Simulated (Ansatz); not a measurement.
Start from this file.

```yaml
crystal:
  lattice:
    - [5.27921, 0.00000, 0.00000]
    - [2.59425, 6.52194, 0.00000]
    - [2.63616, 0.49523, 6.55971]
  atoms:
    - { symbol: Si, position: [0.90563, 0.24062, 0.92891] }
    - { symbol: Si, position: [0.41055, 0.42946, 0.73949] }
    - { symbol: Si, position: [0.09437, 0.75938, 0.07109] }
    - { symbol: Si, position: [0.58945, 0.57054, 0.26051] }
    - { symbol: O, position: [0.73996, 0.36831, 0.13142] }
    - { symbol: O, position: [0.26004, 0.63169, 0.86858] }
    - { symbol: O, position: [0.69664, 0.28188, 0.79509] }
    - { symbol: O, position: [0.81024, 0.69787, 0.21227] }
    - { symbol: O, position: [0.30336, 0.71812, 0.20491] }
    - { symbol: O, position: [0.18976, 0.30213, 0.78773] }
    - { symbol: O, position: [0.00000, 0.00000, 0.00000] }
    - { symbol: O, position: [0.50000, 0.50000, 0.50000] }
```

Question: What does this file describe?

Answer: Chemical formula SiO2. The space group is P-1 (No. 2); the lattice is primitive triclinic. Cell content 4 Si, 8 O; Z = 4. The polyhedra are SiO4 tetrahedra; they share corners. Si is linked to four O in a tetrahedral arrangement at 1.60 to 1.62 Å. About every O there are two Si at 1.60 to 1.62 Å. The bonds build a three-dimensional framework.

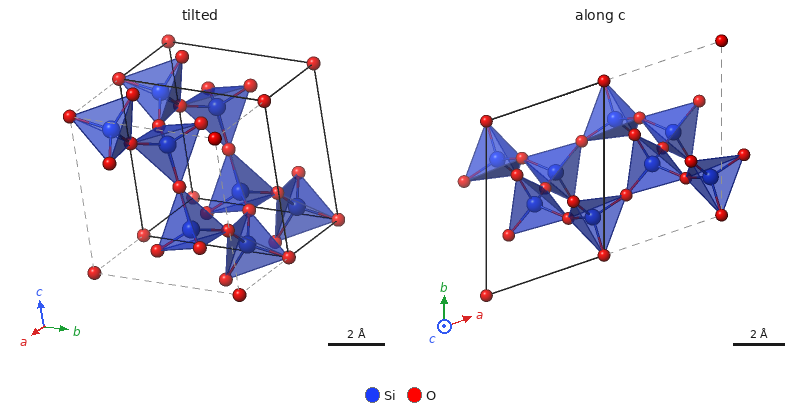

Polyhedral drawing of the structure, looking slightly off an axis and along the c axis. The conventional unit cell (solid box) is repeated to 2×1×1 cells. A few atoms beyond the faces are included. Colours: silicon blue, oxygen red.

Provenance: a structure listed in the Materials Project. Earlier steps of the study, as a rule a relaxation of our own, may have changed the cell and positions, so they can lie some per cent off the listed ones. Ansatz was used for an electronic-structure calculation on it.
